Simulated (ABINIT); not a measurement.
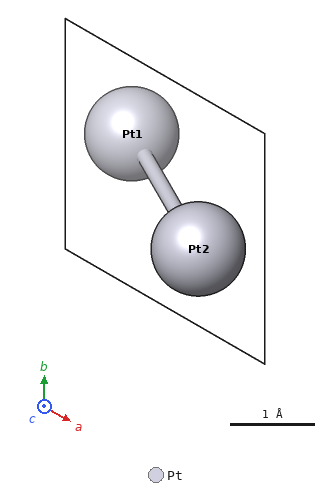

Fig. 1: The structure as given in the input (ball-and-stick view of the cell of the calculation, along the c axis; atoms are numbered from 1 in the order of the input). An atom can appear more than once, as a periodic image.

**Single-point calculation of Pt**

- system: Pt (2 atoms in the cell)
- method: Kohn-Sham DFT of a periodic cell, PBE, PseudoDojo NC SR PBE v0.5 stringent, no spin polarisation (ABINIT 10.8.3)

The structure derives from a Materials Project entry.

**The input**
```
# Pseudopotentials
pp_dirpath "./"
pseudos "Pt.upf"

# Structure
acell 3*1.0 Angstrom
rprim
     2.7606656158     0.0000000000     0.0000000000
    -1.3803328079     2.3908065546     0.0000000000
     0.0000000000     0.0000000000     4.7921340000
ntypat 1
znucl 78
natom 2
typat 1 1
xcart
    -0.0000000003     3.0119797369     2.2639552031
     2.6084509680     1.5059898682     6.7918656094

# Plane-wave basis
ecut 42.0

# k points
kptopt 1
ngkpt 2 2 1
nshiftk 1
shiftk 0.0 0.0 0.0

# Exchange and correlation
ixc 11

# Bands and occupations
nband 22
occopt 7
tsmear 0.1 eV

# SCF cycle
nstep 100
tolvrs 1.0e-10

# Output
iomode 3
prtwf 0
prtden 0
prteig 0
prtebands 0
enunit 1
prtvol 2
```

Machine: 1 thread of AMD EPYC (Zen 5), 16 GiB of memory available, shared host.

Run as:
```bash
abinit run.abi > log 2>&1
```

**Output**
```
.Version 10.8.3 of ABINIT
 Symmetries : space group P6_3/m m c (#194); Bravais hP (primitive hexag.)
================================================================================
 Values of the parameters that define the memory need of the present run
     intxc =       0    ionmov =       0      iscf =       7    lmnmax =       8
     lnmax =       8     mgfft =      54  mpssoang =       4    mqgrid =    3001
     natom =       2  nloc_mem =       1    nspden =       1   nspinor =       1
    nsppol =       1      nsym =      24    n1xccc =    2501    ntypat =       1
    occopt =       7   xclevel =       2
       mpw =        1415          nfft =       55296          nkpt =           2
================================================================================
================================================================================

--------------------------------------------------------------------------------
------------- Echo of variables that govern the present computation ------------
--------------------------------------------------------------------------------
 -outvars: echo values of preprocessed input variables --------
            acell      1.8897261259E+00  1.8897261259E+00  1.8897261259E+00 Bohr
              amu      1.95080000E+02
             ecut      4.20000000E+01 Hartree
           enunit           1
              ixc          11
         kptrlatt        2    0    0      0    2    0      0    0    1
          kptrlen      9.05582082E+00
            natom           2
            nband          22
            ngfft          32      32      54
             nkpt           2
            nstep         100
             nsym          24
           ntypat           1
           occopt           7
           prtden           0
        prtebands           0
           prteig           0
           prtvol           2
            prtwf           0
            rprim      2.7606656158E+00  0.0000000000E+00  0.0000000000E+00
                      -1.3803328079E+00  2.3908065546E+00  0.0000000000E+00
                       0.0000000000E+00  0.0000000000E+00  4.7921340000E+00
          spgroup         194
           tolvrs      1.00000000E-10
           tsmear      3.67493222E-03 Hartree
            typat      1  1
           xangst     -4.8585869831E-10  1.5938710356E+00  1.1980334984E+00
                       1.3803328074E+00  7.9693551737E-01  3.5941004984E+00
            xcart     -9.1813987569E-10  3.0119797373E+00  2.2639552016E+00
                       2.6084509686E+00  1.5059898678E+00  6.7918656109E+00
             xred      3.3333333298E-01  6.6666666632E-01  2.4999999966E-01
                       6.6666666632E-01  3.3333333299E-01  7.4999999966E-01
            znucl       78.00000

================================================================================

 chkinp: Checking input parameters for consistency.

================================================================================
== DATASET  1 ==================================================================

--- !DatasetInfo
iteration_state: {dtset: 1, }
dimensions: {natom: 2, nkpt: 2, mband: 22, nsppol: 1, nspinor: 1, nspden: 1, mpw: 1415, }
cutoff_energies: {ecut:  42.0, pawecutdg:  -1.0, }
electrons: {nelect:   3.60000000E+01, charge:   0.00000000E+00, occopt:   7.00000000E+00, tsmear:   3.67493222E-03, }
meta: {optdriver: 0, ionmov: 0, optcell: 0, iscf: 7, paral_kgb: 0, }
...

 Exchange-correlation functional for the present dataset will be:
  GGA: Perdew-Burke-Ernzerhof functional - ixc=11
  J.P.Perdew, K.Burke, M.Ernzerhof, PRL 77, 3865 (1996)

 Real(R)+Recip(G) space primitive vectors, cartesian coordinates (Bohr,Bohr^-1):
 R(1)=  5.2169019  0.0000000  0.0000000  G(1)=  0.1916846  0.1106692  0.0000000
 R(2)= -2.6084510  4.5179696  0.0000000  G(2)=  0.0000000  0.2213384  0.0000000
 R(3)=  0.0000000  0.0000000  9.0558208  G(3)=  0.0000000  0.0000000  0.1104262
 Unit cell volume ucvol=  2.1344393E+02 bohr^3
 Angles (23,13,12)=  9.00000000E+01  9.00000000E+01  1.20000000E+02 degrees

 getcut: wavevector=  0.0000  0.0000  0.0000  ngfft=  32  32  54
         ecut(hartree)=     42.000   => boxcut(ratio)=   2.04398

--- Pseudopotential description ------------------------------------------------
- pspini: atom type   1  psp file is ./Pt.upf
12 -101130 3 -1 1374                          pspcod,pspxc,lmax,lloc,mmax
     nproj     2     2     2     2

   1.91088531E+03                                ecore*ucvol(ha*bohr**3)
--------------------------------------------------------------------------------

================================================================================

--- !BeginCycle
iteration_state: {dtset: 1, }
solver: {iscf: 7, nstep: 100, nline: 4, wfoptalg: 0, }
tolerances: {tolvrs: 1.00E-10, }
...

     iter   Etot(hartree)      deltaE(h)  residm     vres2
 ETOT  1  -260.87439626189    -2.609E+02 1.084E-01 1.093E+02
 ETOT  2  -261.05209542762    -1.777E-01 4.682E-03 4.369E+01
 ETOT  3  -261.06334084199    -1.125E-02 2.169E-03 3.008E-01
 ETOT  4  -261.06341941015    -7.857E-05 2.240E-04 5.649E-03
 ETOT  5  -261.06342061408    -1.204E-06 7.112E-04 3.178E-04
 ETOT  6  -261.06342072385    -1.098E-07 9.760E-05 2.209E-06
 ETOT  7  -261.06342072421    -3.595E-10 3.302E-04 1.343E-08
 ETOT  8  -261.06342072421    -3.581E-12 4.336E-05 2.406E-10
 ETOT  9  -261.06342072421     1.876E-12 1.452E-04 6.651E-13

 At SCF step    9       vres2   =  6.65E-13 < tolvrs=  1.00E-10 =>converged.

 Cartesian components of stress tensor (hartree/bohr^3)
  sigma(1 1)= -1.14218742E-03  sigma(3 2)=  0.00000000E+00
  sigma(2 2)= -1.14218741E-03  sigma(3 1)=  0.00000000E+00
  sigma(3 3)= -7.29973647E-05  sigma(2 1)=  0.00000000E+00

--- !ResultsGS
iteration_state: {dtset: 1, }
comment   : Summary of ground state results
lattice_vectors:
- [  5.2169019,   0.0000000,   0.0000000, ]
- [ -2.6084510,   4.5179696,   0.0000000, ]
- [  0.0000000,   0.0000000,   9.0558208, ]
lattice_lengths: [   5.21690,    5.21690,    9.05582, ]
lattice_angles: [ 90.000,  90.000, 120.000, ] # degrees, (23, 13, 12)
lattice_volume:   2.1344393E+02
convergence: {deltae:  1.876E-12, res2:  6.651E-13, residm:  1.452E-04, diffor: null, }
etotal    :  -2.61063421E+02
entropy   :   0.00000000E+00
fermie    :   5.80578480E-01
cartesian_stress_tensor: # hartree/bohr^3
- [ -1.14218742E-03,   0.00000000E+00,   0.00000000E+00, ]
- [  0.00000000E+00,  -1.14218741E-03,   0.00000000E+00, ]
- [  0.00000000E+00,   0.00000000E+00,  -7.29973647E-05, ]
pressure_GPa:   2.3119E+01
xred      :
- [  3.3333E-01,   6.6667E-01,   2.5000E-01, Pt]
- [  6.6667E-01,   3.3333E-01,   7.5000E-01, Pt]
cartesian_forces: # hartree/bohr
- [ -5.16138746E-29,  -8.93978531E-29,  -2.90369742E-31, ]
- [  5.16138746E-29,   8.93978531E-29,   2.90369742E-31, ]
force_length_stats: {min:   1.03228158E-28, max:   1.03228158E-28, mean:   1.03228158E-28, }
...

 Integrated electronic density in atomic spheres:
 ------------------------------------------------
 Atom  Sphere_radius  Integrated_density
    1        2.00000         14.52025658
    2        2.00000         14.52025658
================================================================================

 ----iterations are completed or convergence reached----

 Mean square residual over all n,k,spin=   33.003E-07; max=  14.517E-05
   0.0000  0.0000  0.0000    1  4.03209E-08 kpt; spin; max resid(k); each band:
  4.26E-16 4.70E-16 1.49E-17 1.49E-17 3.14E-17 1.78E-17 1.78E-17 1.65E-18
  4.98E-16 9.41E-16 7.72E-16 1.97E-17 1.97E-17 2.13E-17 2.85E-17 6.30E-18
  3.33E-18 4.11E-17 2.22E-18 2.27E-18 9.37E-16 4.03E-08
   0.5000  0.0000  0.0000    1  1.45169E-04 kpt; spin; max resid(k); each band:
  4.73E-16 4.64E-16 5.65E-17 1.12E-16 1.94E-17 2.18E-17 1.02E-17 1.71E-18
  2.31E-16 2.35E-16 5.56E-17 3.36E-17 5.60E-18 9.27E-16 8.69E-16 1.19E-16
  2.41E-16 7.86E-16 9.13E-15 2.19E-14 5.39E-09 1.45E-04
 reduced coordinates (array xred) for    2 atoms
       0.333333332985      0.666666666321      0.249999999660
       0.666666666318      0.333333332988      0.749999999660
 rms dE/dt=  2.1986E-28; max dE/dt=  2.6926E-28; dE/dt below (all hartree)
    1       0.000000000000      0.000000000000      0.000000000000
    2      -0.000000000000     -0.000000000000     -0.000000000000

 cartesian coordinates (angstrom) at end:
    1     -0.00000000048586     1.59387103557470     1.19803349837252
    2      1.38033280741414     0.79693551737470     3.59410049837253

 cartesian forces (hartree/bohr) at end:
    1     -0.00000000000000    -0.00000000000000    -0.00000000000000
    2      0.00000000000000     0.00000000000000     0.00000000000000
 frms,max,avg= 5.9598805E-29 8.9397853E-29   0.000E+00  0.000E+00  0.000E+00 h/b

 cartesian forces (eV/Angstrom) at end:
    1     -0.00000000000000    -0.00000000000000    -0.00000000000000
    2      0.00000000000000     0.00000000000000     0.00000000000000
 frms,max,avg= 3.0646938E-27 4.5970224E-27   0.000E+00  0.000E+00  0.000E+00 e/A
 length scales=  1.889726125908  1.889726125908  1.889726125908 bohr
              =  1.000000000000  1.000000000000  1.000000000000 angstroms
 Fermi (or HOMO) energy (eV) =  15.79835   Average Vxc (eV)= -14.18333
 Eigenvalues (   eV  ) for nkpt=   2  k points:
 kpt#   1, nband= 22, wtk=  0.25000, kpt=  0.0000  0.0000  0.0000 (reduced coord)
 -82.81992  -82.80115  -36.93945  -36.93945  -36.92638  -36.90019  -36.90019  -36.59952
   5.61880    8.13187   11.58135   11.86112   11.86112   12.22120   12.22120   13.83631
  13.83631   14.78825   15.40617   15.40617   20.26008   30.21053
 kpt#   2, nband= 22, wtk=  0.75000, kpt=  0.5000  0.0000  0.0000 (reduced coord)
 -82.78952  -82.78333  -37.32600  -37.28343  -37.04746  -36.98319  -36.76780  -36.66151
   8.83961    8.96286    9.90318   12.22201   12.50970   12.62046   12.91323   15.62237
  15.62944   15.82594   17.59727   19.00166   22.47012   24.39656
 Total charge density [el/Bohr^3]
)     Maximum=    1.4384E+00  at reduced coord.    0.8125    0.4063    0.7963
)Next maximum=    1.4384E+00  at reduced coord.    0.4063    0.8125    0.2963
)     Minimum=    2.1286E-02  at reduced coord.    0.0000    0.0000    0.0000
)Next minimum=    2.1286E-02  at reduced coord.    0.0000    0.0000    0.5000
   Integrated=    3.6000E+01

--- !EnergyTerms
iteration_state     : {dtset: 1, }
comment             : Components of total free energy in Hartree
kinetic             :  7.49614941172200E+01
hartree             :  3.99250908180888E+01
xc                  : -4.75906572494686E+01
Ewald energy        : -1.97174474215671E+02
psp_core            :  8.95263386282771E+00
local_psp           : -1.56101155862821E+02
non_local_psp       :  1.59652488332387E+01
internal            : -2.61061819696586E+02
'-kT*entropy'       : -1.60102762246086E-03
total_energy        : -2.61063420724208E+02
total_energy_eV     : -7.10389757602347E+03
band_energy         : -1.94675789548638E+01
...

 Cartesian components of stress tensor (hartree/bohr^3)
  sigma(1 1)= -1.14218742E-03  sigma(3 2)=  0.00000000E+00
  sigma(2 2)= -1.14218741E-03  sigma(3 1)=  0.00000000E+00
  sigma(3 3)= -7.29973647E-05  sigma(2 1)=  0.00000000E+00

-Cartesian components of stress tensor (GPa)         [Pressure=  2.3119E+01 GPa]
- sigma(1 1)= -3.36043140E+01  sigma(3 2)=  0.00000000E+00
- sigma(2 2)= -3.36043139E+01  sigma(3 1)=  0.00000000E+00
- sigma(3 3)= -2.14765662E+00  sigma(2 1)=  0.00000000E+00

== END DATASET(S) ==============================================================
================================================================================

 -outvars: echo values of variables after computation  --------
            acell      1.8897261259E+00  1.8897261259E+00  1.8897261259E+00 Bohr
           etotal     -2.6106342072E+02
            fcart     -5.1613874568E-29 -8.9397853128E-29 -2.9036974156E-31
                       5.1613874568E-29  8.9397853128E-29  2.9036974156E-31
            rprim      2.7606656158E+00  0.0000000000E+00  0.0000000000E+00
                      -1.3803328079E+00  2.3908065546E+00  0.0000000000E+00
                       0.0000000000E+00  0.0000000000E+00  4.7921340000E+00
           strten     -1.1421874159E-03 -1.1421874146E-03 -7.2997364698E-05
                       0.0000000000E+00  0.0000000000E+00  0.0000000000E+00
           xangst     -4.8585869831E-10  1.5938710356E+00  1.1980334984E+00
                       1.3803328074E+00  7.9693551737E-01  3.5941004984E+00
             xred      3.3333333298E-01  6.6666666632E-01  2.4999999966E-01
                       6.6666666632E-01  3.3333333299E-01  7.4999999966E-01
 Calculation completed.
```

**Key numbers**

- outcome: converged
- space group (tolerance 0.01 Å): P6₃/mmc (194)
- electrons treated: 36
- free energy: −7103.8976 eV
- Fermi energy: 15.798 eV
- gap on the k-point mesh: none (metallic)
- pressure: 23.12 GPa
- largest force (length of the vector): under 0.001 eV/Å
- wall time: 1.8 s
- peak memory: 0.07 GiB

**Notes**

Spin–orbit coupling is left out, which matters for Pt. The k-point mesh is coarse for a cell of this size, so the results may not be converged.
